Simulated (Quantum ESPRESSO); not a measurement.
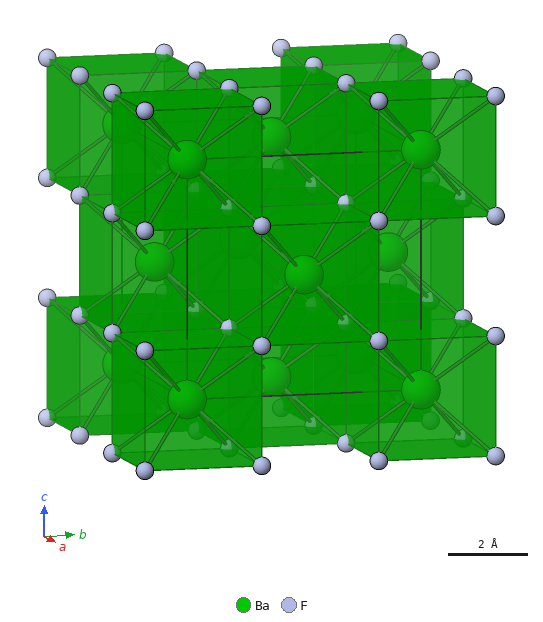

Fig. 1: The input geometry (polyhedral view of the cell 4 times as large as that of the calculation, set on its symmetry axes, seen slightly off an axis; polyhedra are completed across the faces of the cell). An atom can appear more than once, as a periodic image.

# Band-structure run of BaF₂ (part 1 of 2)

BaF₂ (Fm-3m, 3 atoms in the cell), computed with Kohn-Sham DFT of a periodic cell, PBE, PseudoDojo 0.4.1 SR PBE standard, no spin polarisation (Quantum ESPRESSO 7.5).

The structure derives from an entry of the Crystallography Open Database.

**Log**
```
This program is part of the open-source Quantum ESPRESSO suite
     for quantum simulation of materials; please cite
         "P. Giannozzi et al., J. Phys.:Condens. Matter 21 395502 (2009);
         "P. Giannozzi et al., J. Phys.:Condens. Matter 29 465901 (2017);
         "P. Giannozzi et al., J. Chem. Phys. 152 154105 (2020);
          URL
     in publications or presentations arising from this work. More details at

     Message from routine setup:
     using ibrav=0 with symmetry is DISCOURAGED, use correct ibrav instead

     G-vector sticks info
     --------------------
     sticks:   dense  smooth     PW     G-vecs:    dense   smooth      PW
     Sum        1585    1585    451                41703    41703    6423

     Using Slab Decomposition

     bravais-lattice index     =            0
     lattice parameter (alat)  =       8.2848  a.u.
     unit-cell volume          =     402.0987 (a.u.)^3
     number of atoms/cell      =            3
     number of atomic types    =            2
     number of electrons       =        24.00
     number of Kohn-Sham states=           19
     kinetic-energy cutoff     =      84.0000  Ry
     charge density cutoff     =     336.0000  Ry
     scf convergence threshold =      6.0E-10
     mixing beta               =       0.5000
     number of iterations used =            8  plain     mixing
     Exchange-correlation= PBE
                           (   1   4   3   4   0   0   0)

     celldm(1)=   8.284810  celldm(2)=   0.000000  celldm(3)=   0.000000
     celldm(4)=   0.000000  celldm(5)=   0.000000  celldm(6)=   0.000000

     crystal axes: (cart. coord. in units of alat)
               a(1) = (   0.000000   0.707107   0.707107 )
               a(2) = (   0.707107   0.000000   0.707107 )
               a(3) = (   0.707107   0.707107   0.000000 )

     reciprocal axes: (cart. coord. in units 2 pi/alat)
               b(1) = ( -0.707107  0.707107  0.707107 )
               b(2) = (  0.707107 -0.707107  0.707107 )
               b(3) = (  0.707107  0.707107 -0.707107 )

     PseudoPot. # 1 for Ba read from file:
     Ba.upf
     Pseudo is Norm-conserving + core correction, Zval = 10.0
     Generated using ONCVPSP code by D. R. Hamann
     Using radial grid of 1958 points,  6 beta functions with:
                l(1) =   0
                l(2) =   0
                l(3) =   1
                l(4) =   1
                l(5) =   2
                l(6) =   2

     PseudoPot. # 2 for F  read from file:
     F.upf
     Pseudo is Norm-conserving + core correction, Zval =  7.0
     Generated using ONCVPSP code by D. R. Hamann
     Using radial grid of  832 points,  5 beta functions with:
                l(1) =   0
                l(2) =   0
                l(3) =   1
                l(4) =   1
                l(5) =   2

     atomic species   valence    mass     pseudopotential
     Ba               10.00   137.32700     Ba( 1.00)
     F                 7.00    18.99840     F ( 1.00)

     48 Sym. Ops., with inversion, found

   Cartesian axes

     site n.     atom                  positions (alat units)
         1        Ba     tau(   1) = (   0.0000000   0.0000000   0.0000000  )
         2        F      tau(   2) = (   1.0606602   1.0606602   1.0606602  )
         3        F      tau(   3) = (   0.3535534   0.3535534   0.3535534  )

     number of k points=    29  Fermi-Dirac smearing, width (Ry)=  0.0037
                       cart. coord. in units 2pi/alat
        k(    1) = (   0.0000000   0.0000000   0.0000000), wk =   0.0039062
        k(    2) = (   0.0883883   0.0883883  -0.0883883), wk =   0.0312500
        k(    3) = (   0.1767767   0.1767767  -0.1767767), wk =   0.0312500
        k(    4) = (   0.2651650   0.2651650  -0.2651650), wk =   0.0312500
        k(    5) = (  -0.3535534  -0.3535534   0.3535534), wk =   0.0156250
        k(    6) = (   0.1767767   0.0000000   0.0000000), wk =   0.0234375
        k(    7) = (   0.2651650   0.0883883  -0.0883883), wk =   0.0937500
        k(    8) = (   0.3535534   0.1767767  -0.1767767), wk =   0.0937500
        k(    9) = (  -0.2651650  -0.4419417   0.4419417), wk =   0.0937500
        k(   10) = (  -0.1767767  -0.3535534   0.3535534), wk =   0.0937500
        k(   11) = (  -0.0883883  -0.2651650   0.2651650), wk =   0.0937500
        k(   12) = (   0.0000000  -0.1767767   0.1767767), wk =   0.0468750
        k(   13) = (   0.3535534   0.0000000   0.0000000), wk =   0.0234375
        k(   14) = (   0.4419417   0.0883883  -0.0883883), wk =   0.0937500
        k(   15) = (  -0.1767767  -0.5303301   0.5303301), wk =   0.0937500
        k(   16) = (  -0.0883883  -0.4419417   0.4419417), wk =   0.0937500
        k(   17) = (   0.0000000  -0.3535534   0.3535534), wk =   0.0468750
        k(   18) = (   0.5303301  -0.0000000   0.0000000), wk =   0.0234375
        k(   19) = (  -0.0883883  -0.6187184   0.6187184), wk =   0.0937500
        k(   20) = (   0.0000000  -0.5303301   0.5303301), wk =   0.0468750
        k(   21) = (  -0.7071068   0.0000000   0.0000000), wk =   0.0117188
        k(   22) = (   0.3535534   0.1767767   0.0000000), wk =   0.0937500
        k(   23) = (  -0.2651650  -0.4419417   0.6187184), wk =   0.1875000
        k(   24) = (  -0.1767767  -0.3535534   0.5303301), wk =   0.0937500
        k(   25) = (  -0.1767767  -0.5303301   0.7071068), wk =   0.0937500
        k(   26) = (  -0.0883883  -0.4419417   0.6187184), wk =   0.1875000
        k(   27) = (   0.0000000  -0.3535534   0.5303301), wk =   0.0937500
        k(   28) = (  -0.7071068   0.1767767  -0.0000000), wk =   0.0468750
        k(   29) = (  -0.7071068   0.3535534   0.0000000), wk =   0.0234375

     Dense  grid:    41703 G-vectors     FFT dimensions: (  50,  50,  50)

     Initial potential from superposition of free atoms

     starting charge      23.9834, renormalised to      24.0000
     Starting wfcs are   13 randomized atomic wfcs +    6 random wfcs

     Self-consistent Calculation

     iteration #  1     ecut=    84.00 Ry     beta= 0.50
     Davidson diagonalization with overlap
     ethr =  1.00E-02,  avg # of iterations =  6.3

     total energy              =    -155.18316589 Ry
     estimated scf accuracy    <       0.41680800 Ry

     iteration #  2     ecut=    84.00 Ry     beta= 0.50
     Davidson diagonalization with overlap
     ethr =  1.74E-03,  avg # of iterations =  2.1

     total energy              =    -155.29798967 Ry
     estimated scf accuracy    <       0.08844448 Ry

     iteration #  3     ecut=    84.00 Ry     beta= 0.50
     Davidson diagonalization with overlap
     ethr =  3.69E-04,  avg # of iterations =  2.1

     total energy              =    -155.31443145 Ry
     estimated scf accuracy    <       0.00613575 Ry

     iteration #  4     ecut=    84.00 Ry     beta= 0.50
     Davidson diagonalization with overlap
     ethr =  2.56E-05,  avg # of iterations =  3.1

     total energy              =    -155.31490254 Ry
     estimated scf accuracy    <       0.00010126 Ry

     iteration #  5     ecut=    84.00 Ry     beta= 0.50
     Davidson diagonalization with overlap
     ethr =  4.22E-07,  avg # of iterations =  3.3

     total energy              =    -155.31489986 Ry
     estimated scf accuracy    <       0.00002927 Ry

     iteration #  6     ecut=    84.00 Ry     beta= 0.50
     Davidson diagonalization with overlap
     ethr =  1.22E-07,  avg # of iterations =  2.0

     total energy              =    -155.31489970 Ry
     estimated scf accuracy    <       0.00001759 Ry

     iteration #  7     ecut=    84.00 Ry     beta= 0.50
     Davidson diagonalization with overlap
     ethr =  7.33E-08,  avg # of iterations =  2.0

     total energy              =    -155.31490209 Ry
     estimated scf accuracy    <       0.00000025 Ry

     iteration #  8     ecut=    84.00 Ry     beta= 0.50
     Davidson diagonalization with overlap
     ethr =  1.02E-09,  avg # of iterations =  2.0

     total energy              =    -155.31490213 Ry
     estimated scf accuracy    <          7.2E-09 Ry

     iteration #  9     ecut=    84.00 Ry     beta= 0.50
     Davidson diagonalization with overlap
     ethr =  2.99E-11,  avg # of iterations =  2.0

     total energy              =    -155.31490213 Ry
     estimated scf accuracy    <          7.5E-09 Ry

     iteration # 10     ecut=    84.00 Ry     beta= 0.50
     Davidson diagonalization with overlap
     ethr =  2.99E-11,  avg # of iterations =  2.0

     End of self-consistent calculation

          k = 0.0000 0.0000 0.0000 (  5209 PWs)   bands (ev):

   -19.8442 -15.6552 -15.6041  -4.6691  -4.6691  -4.6691   1.7343   1.7343
     1.7343   3.1266   3.1266   3.1266  10.0240  12.4520  12.4520  14.6359
    14.6359  14.6359  18.4663

          k = 0.0884 0.0884-0.0884 (  5179 PWs)   bands (ev):

   -19.8153 -15.6704 -15.6406  -4.6973  -4.6934  -4.6934   1.7997   1.7997
     1.8956   3.0197   3.1058   3.1058  10.3746  12.4402  12.4402  14.4484
    14.6502  14.6502  17.8384

          k = 0.1768 0.1768-0.1768 (  5219 PWs)   bands (ev):

   -19.7429 -15.7488 -15.6895  -4.7585  -4.7504  -4.7504   1.9505   1.9505
     2.2864   2.8010   3.0648   3.0648  11.1810  12.4268  12.4268  14.0312
    14.7026  14.7026  16.8769

          k = 0.2652 0.2652-0.2652 (  5237 PWs)   bands (ev):

   -19.6667 -15.8514 -15.7185  -4.8112  -4.8053  -4.8053   2.0863   2.0863
     2.6089   2.6990   3.0423   3.0423  11.9387  12.4320  12.4320  13.4714
    14.7885  14.7885  16.7434

          k =-0.3536-0.3536 0.3536 (  5210 PWs)   bands (ev):

   -19.6338 -15.8958 -15.7300  -4.8308  -4.8275  -4.8275   2.1360   2.1360
     2.5560   2.8558   3.0407   3.0407  12.3664  12.4389  12.4389  12.9934
    14.8381  14.8381  17.1650

          k = 0.1768 0.0000 0.0000 (  5197 PWs)   bands (ev):

   -19.8056 -15.6733 -15.6548  -4.7305  -4.7305  -4.6482   1.8475   1.8475
     1.9057   2.8793   3.1486   3.1486  10.4872  12.2701  12.6141  14.2954
    14.6956  14.6956  18.5174

          k = 0.2652 0.0884-0.0884 (  5209 PWs)   bands (ev):

   -19.7474 -15.7306 -15.6996  -4.7968  -4.7959  -4.6579   1.9801   1.9917
     2.2116   2.6471   3.1218   3.1436  11.0743  12.2224  12.7233  13.9088
    14.7581  14.7728  17.4992

          k = 0.3536 0.1768-0.1768 (  5224 PWs)   bands (ev):

   -19.6717 -15.8274 -15.7338  -4.8514  -4.8501  -4.7141   2.1389   2.1410
     2.4741   2.6121   3.0714   3.1039  11.5045  12.4798  12.7095  13.5828
    14.8656  14.8869  16.8859

          k =-0.2652-0.4419 0.4419 (  5228 PWs)   bands (ev):

   -19.6234 -15.8880 -15.7554  -4.8666  -4.8633  -4.7816   2.2208   2.2216
     2.4206   2.8584   3.0394   3.0774  11.7027  12.5387  12.5938  13.5357
    14.8761  15.0243  17.0924

          k =-0.1768-0.3536 0.3536 (  5235 PWs)   bands (ev):

   -19.6345 -15.8720 -15.7528  -4.8377  -4.8287  -4.8240   2.1989   2.2068
     2.4595   2.7977   2.9715   3.1356  11.7549  12.4357  12.5580  13.5898
    14.7752  15.1025  16.9999

          k =-0.0884-0.2652 0.2652 (  5235 PWs)   bands (ev):

   -19.6973 -15.7900 -15.7274  -4.8195  -4.7778  -4.7650   2.0622   2.1016
     2.4749   2.6085   2.9642   3.1763  11.5004  12.3195  12.5820  13.7642
    14.6742  14.9760  16.9897

          k = 0.0000-0.1768 0.1768 (  5194 PWs)   bands (ev):

   -19.7717 -15.6949 -15.6931  -4.7671  -4.7178  -4.7082   1.8887   1.9372
     2.1038   2.8299   3.0280   3.1713  10.8634  12.3174  12.5395  14.1456
    14.6358  14.7771  17.5544

          k = 0.3536 0.0000 0.0000 (  5201 PWs)   bands (ev):

   -19.7084 -15.7809 -15.7164  -4.8724  -4.8724  -4.5942   2.1437   2.1437
     2.3487   2.3500   3.1700   3.1700  11.1097  12.4617  13.0616  13.4731
    14.8663  14.8663  18.5182

          k = 0.4419 0.0884-0.0884 (  5224 PWs)   bands (ev):

   -19.6465 -15.8519 -15.7512  -4.9346  -4.9340  -4.6004   2.1354   2.3171
     2.3396   2.6524   3.1282   3.1311  11.0245  13.0107  13.1955  13.2578
    14.9770  15.1117  17.6692

          k =-0.1768-0.5303 0.5303 (  5228 PWs)   bands (ev):
```
